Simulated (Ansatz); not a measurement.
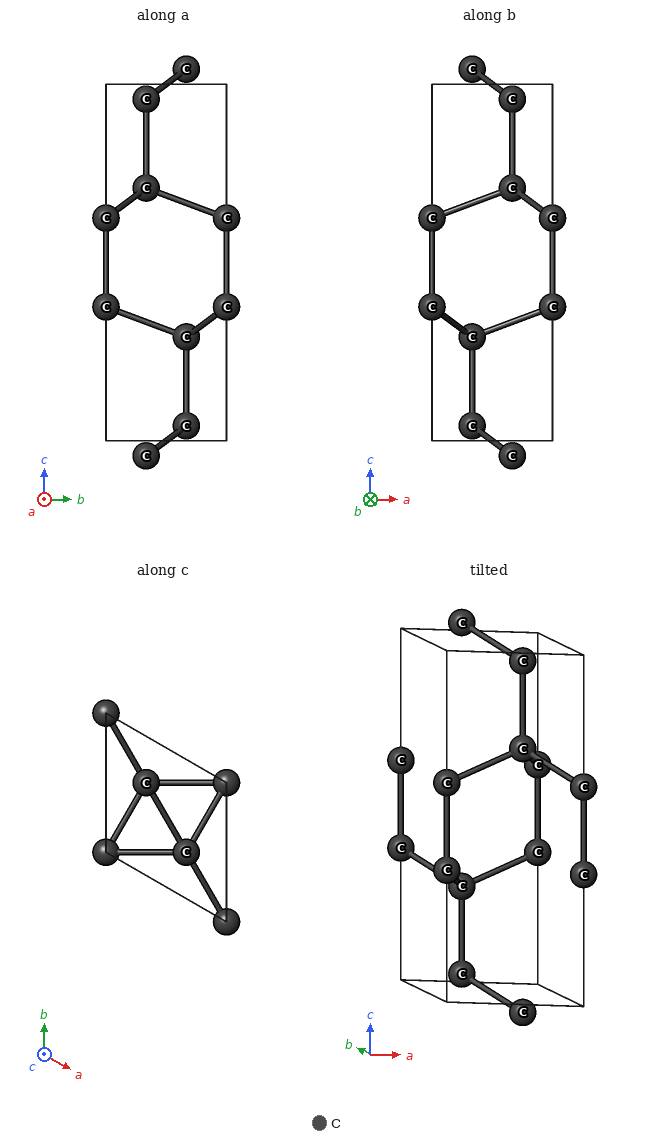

Crystal structure, ball-and-stick style, seen along the a axis, along the b axis, along the c axis and slightly off an axis. The conventional unit cell is drawn as a box.

Lattice parameters: a = 2.417 Å, b = 2.417 Å, c = 6.192 Å, α = 90.00°, β = 90.00°, γ = 120.00°. Put a along x and b in the xy plane.

### Express the structure as a POSCAR file.

```
C
1.0
     2.417    0.000    0.000
    -1.208    2.093    0.000
     0.000    0.000    6.192
C
6
Direct
  0.3333 0.6667 0.0421
  0.3333 0.6667 0.2912
  0.0000 0.0000 0.3754
  0.0000 0.0000 0.6246
  0.6667 0.3333 0.7088
  0.6667 0.3333 0.9579
```

The structure comes from a structure type filled with this element by a generator (whether the element takes this form wasn't checked). The cell was then strained or its atoms displaced on purpose. A calculation with Ansatz used it as input.

At this level of theory the cell isn't at rest (compressed, at 41 GPa), so its distances can differ from those at equilibrium, the more so the softer the solid.
